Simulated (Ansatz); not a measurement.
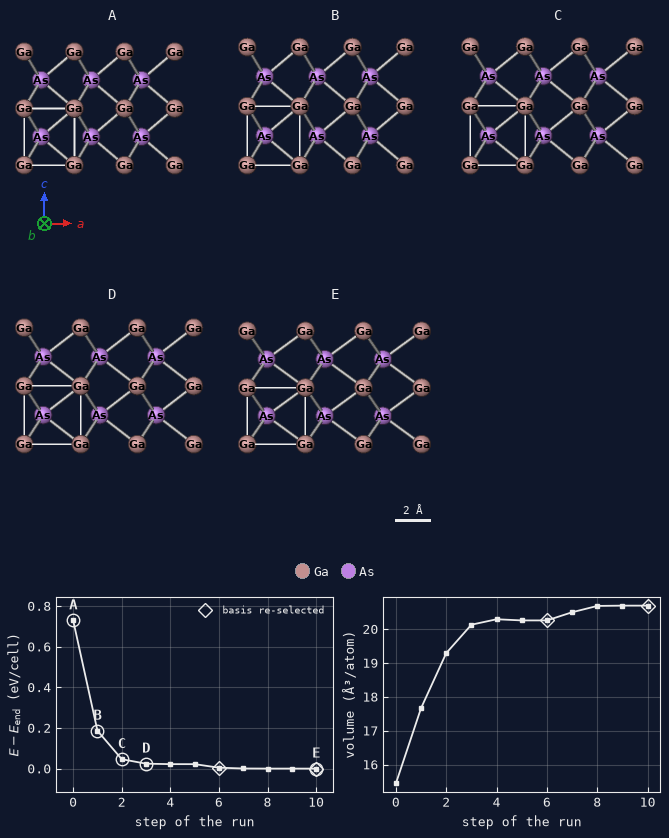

Frames of a relaxation of crystalline GaAs (a generated structure, set up in P-6m2), marked on the history of the run. Style: ball-and-stick. Shown: the cell of the calculation, repeated 3 × 1 × 2 with one cell outlined, along the b axis.

Case: cell and atoms relaxed from a first guess.

Method: DFT, PBE, PAW with Ansatz's default frozen-core files, scalar-relativistic (Ansatz 0.2.0).

The input:
```yaml
crystal:
  lattice:
    - [3.3138433904, 0.0, 0.0]
    - [-1.6569216952, 2.8698725602, 0.0]
    - [0.0, 0.0, 3.2475665225]
  atoms:
    - { symbol: Ga, position: [0.0, 0.0, 0.0] }
    - { symbol: As, position: [0.3333333333, 0.6666666667, 0.5] }
kpoints:
  mp_grid: { grid: [13, 13, 11] }
scf:
  occupations: { method: fermi_dirac, width: 0.05 }
hamiltonian:
  xc: pbe
  pseudopotentials: { kind: paw }
output:
  forces: true
  stress: true
relax:
  f_tol: 0.005
  max_steps: 80
  cell: {}
```

Command:
```bash
ansatz run input.yaml --threads 1 --pin off --max-ram 2048MiB --backend cpu --events-out ev --progress --plain --runs-dir out
```

**What happens along the run?**

The atoms keep their places relative to the cell (all moves are under 0.005 Å). Cell: a = b 3.314 → 3.840 Å (+15.9 %), c 3.248 → 3.240 Å (−0.2 %). Volume +34.0 %. Near-neighbour distances that change, for instance: As2–As2 3.314 → 3.840 Å, Ga1–As2 2.509 → 2.746 Å. Bond angles that change, for instance: Ga1–As2–Ga1 80.6° → 72.3°, As2–Ga1–As2 80.6° → 72.3°, As2–Ga1–As2 82.6° → 88.7°. The space group stays P-6m2 (No. 187). Over 8 accepted moves (10 points after the start) the energy falls by 0.729 eV per cell of the calculation. All forces vanish by symmetry, so only the cell relaxes. Pressure: 30.48 GPa at the start and −0.01 GPa at the end. At 2 points the geometry stayed and the basis and grid were re-selected for the new cell (energy shift of 17.4 meV per cell of the calculation at most each time). From step 0 to 1: volume +14.4 %, energy −0.543 eV per cell of the calculation. From step 1 to 2: volume +9.2 %, energy −0.140 eV per cell of the calculation. From step 2 to 3: volume +4.3 %, energy −22.2 meV per cell of the calculation. From step 3 to 10: volume +2.8 %, energy −24.2 meV per cell of the calculation.

| step | E − E(0), meV/atom | pressure, GPa | volume, Å³/atom | note |
| --- | --- | --- | --- | --- |
| 0 | 0.00 | 30.48 | 15.443 |  |
| 1 | -271.46 | 10.91 | 17.667 |  |
| 2 | -341.37 | 3.00 | 19.292 |  |
| 3 | -352.49 | 0.23 | 20.131 |  |
| 4 | -353.55 | -0.15 | 20.292 |  |
| 5 | -353.58 | -0.03 | 20.257 |  |
| 6 | -362.27 | 0.79 | 20.257 | same geometry, new basis |
| 7 | -364.24 | 0.50 | 20.499 |  |
| 8 | -364.49 | 0.00 | 20.685 |  |
| 9 | -364.49 | -0.01 | 20.694 |  |
| 10 | -364.59 | -0.01 | 20.694 | same geometry, new basis |
